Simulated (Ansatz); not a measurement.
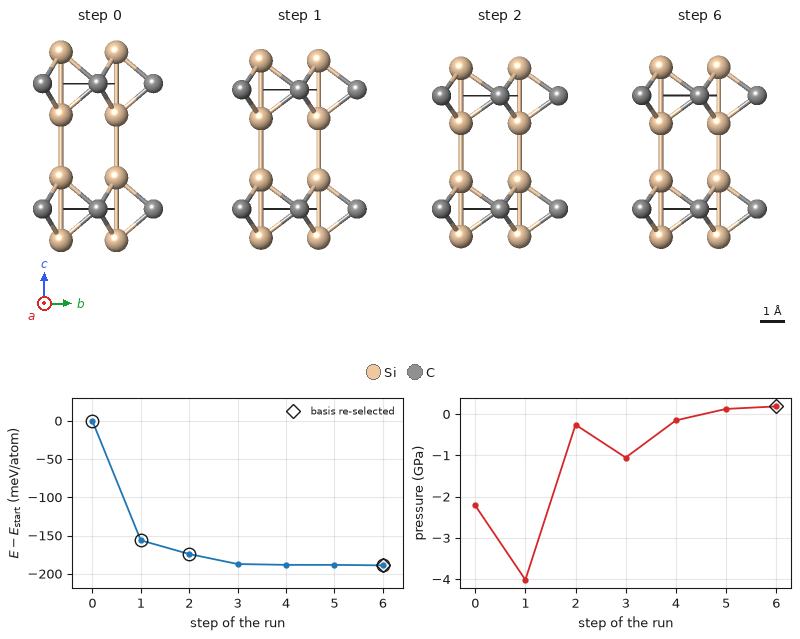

Frames of a relaxation of a crystal of Si₂C (a generated structure, set up in P-6m2) (coarse preliminary run), marked on the history of the run. Style: ball-and-stick. Shown: the cell of the calculation, along the a axis.

Level of theory: DFT PBE, scalar-relativistic, plane waves, PAW (Ansatz 0.2.0). Settings: plane-wave cutoff 420 eV; k-point mesh 6 × 6 × 4; occupations gaussian; smearing width 0.1 eV; no spin polarisation; cell and atoms relaxed; force threshold 0.04 eV/Å; at most 70 steps.

**What happens along the run?**

The energy falls by 189 meV per atom in 5 accepted moves (6 points after the start). Largest force component: 1.5 eV/Å at the start, 0.021 eV/Å at the end. Pressure: −2.21 GPa at the start and 0.19 GPa at the end. At 1 point the geometry stayed and the basis and grid were re-selected for the new cell (energy shift of 0.6 meV per atom at most each time). The largest moves relative to the cell, 0.012 Å, are those of Si atoms. C stays in place. The drawn cell changes as follows: a = b 2.752 → 2.865 Å (+4.1 %), c 5.394 → 4.880 Å (−9.5 %); the volume changes by −2.0 %. Among the contacts that change: Si–Si 2.697 → 2.417 Å, Si–Si 2.697 → 2.463 Å, C–Si 2.084 → 2.049 Å. Bond angles that change, for instance: Si–C–Si 80.6° → 72.3°, C–Si–C 82.6° → 88.7°, Si–C–Si 82.6° → 88.7°. The space group stays P-6m2 (No. 187). Cost: 3.7 s on 1 thread of AMD EPYC 9R14 (Zen 4) (shared host), peak memory 0.36 GiB. From step 0 to 1: Si atoms move most (0.04 Å), volume +2.8 %, energy −156 meV per atom. From step 1 to 2: volume −2.4 %, energy −18.0 meV per atom. From step 2 to 6: Si atoms move most (0.02 Å), volume −2.4 %, energy −14.8 meV per atom.

```
step  E − E(0), meV/atom  largest force component, eV/Å  pressure, GPa  volume, Å³/atom                      note
   0                0.00                         1.4819          -2.21           11.796                          
   1             -156.19                         0.6129          -4.01           12.131                          
   2             -174.14                         0.9871          -0.26           11.844                          
   3             -187.20                         0.1566          -1.05           11.718                          
   4             -188.30                         0.0471          -0.15           11.578                          
   5             -188.33                         0.0197           0.13           11.564                          
   6             -188.94                         0.0206           0.19           11.564  same geometry, new basis
```

Limits of the set-up: the k-point mesh is coarse for a cell with partly filled bands.
